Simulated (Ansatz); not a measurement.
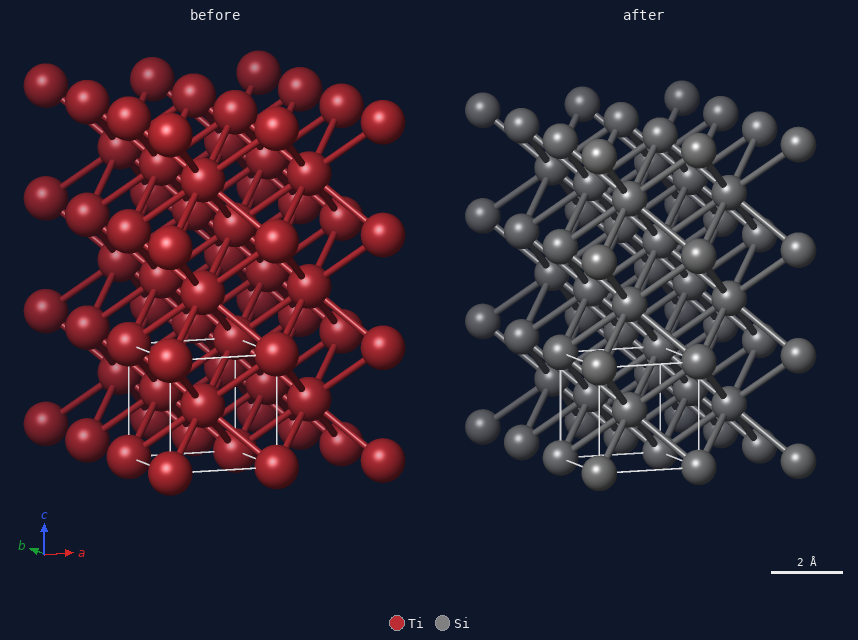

Left: crystalline Ti (set up in Im-3m). Right: the same structure after one change, at the same scale. Style: ball-and-stick. Shown: the conventional cell (2 times the calculation's cell), repeated 2 × 3 × 3 with one cell outlined, slightly off an axis. Lengths and directions refer to the drawn axes.

Level of theory: DFT r2SCAN, scalar-relativistic, plane waves, PAW in Ansatz 0.2.0. (plane-wave cutoff 500 eV; occupations gaussian; smearing width 0.1 eV; no spin polarisation) The k-mesh is chosen for each cell (18×18×18, 20×20×20).

**What was changed?**

Every titanium atom is replaced by silicon, which gives Si. Cell and atoms are relaxed again (to zero pressure within 0.1 GPa, forces under 0.01 eV/Å).

**What does the change do?**

The volume per atom goes from 17.19 to 14.11 Å³. The drawn cell changes as follows: a = b = c 3.252 → 3.045 Å (−6.4 %); the volume changes by −17.9 %. The space group stays Im-3m (No. 229).
